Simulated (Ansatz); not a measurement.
System HgS (space group F-43m, No. 216); source of the atomic positions: the end point of a relaxation with Ansatz, DFT PBE+D3(BJ), scalar-relativistic, plane waves, PAW.

```cif
data_structure
_symmetry_space_group_name_H-M 'P 1'
_symmetry_Int_Tables_number 1
_cell_length_a 5.9128
_cell_length_b 5.9128
_cell_length_c 5.9128
_cell_angle_alpha 90.000
_cell_angle_beta 90.000
_cell_angle_gamma 90.000
_cell_volume 206.72
loop_
_atom_site_label
_atom_site_type_symbol
_atom_site_fract_x
_atom_site_fract_y
_atom_site_fract_z
_atom_site_occupancy
Hg1 Hg 0.00000 0.00000 0.00000 1
S1 S 0.25000 0.25000 0.75000 1
Hg2 Hg 0.00000 0.50000 0.50000 1
S2 S 0.25000 0.75000 0.25000 1
Hg3 Hg 0.50000 0.00000 0.50000 1
S3 S 0.75000 0.25000 0.25000 1
Hg4 Hg 0.50000 0.50000 0.00000 1
S4 S 0.75000 0.75000 0.75000 1
```

Bonds are taken as Hg–S below 2.9 Å; no other contact counts. Simplification: prune 0- and 1-connected atoms, fold 2-connected ones into links.

What net does this leave?

The result is a uninodal 4-connected, three-periodic net: Hg and S are 4-connected nodes. It is the dia net, known from diamond, zinc blende and cristobalite. It is a single net, without interpenetration.

```csv
node,links,point symbol,coordination sequence
Hg and S,4,6^6,4 12 24 42 64 92 124 162
```

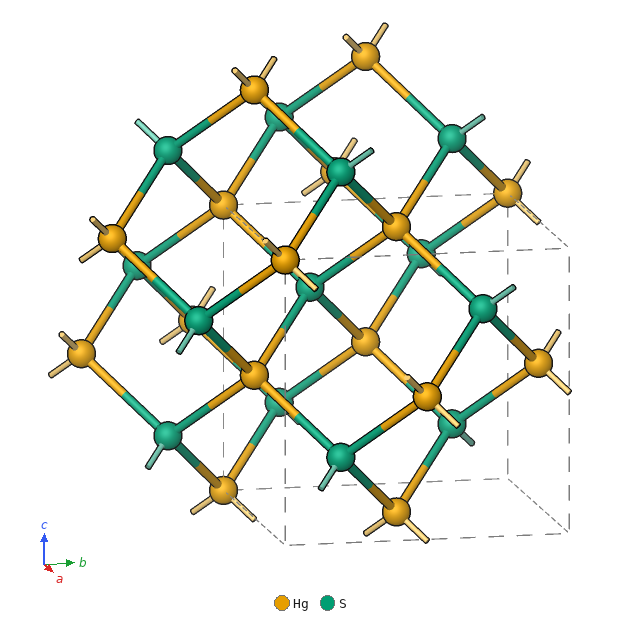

Nodes are coloured by element. Short stubs are edges that leave the cut-out.
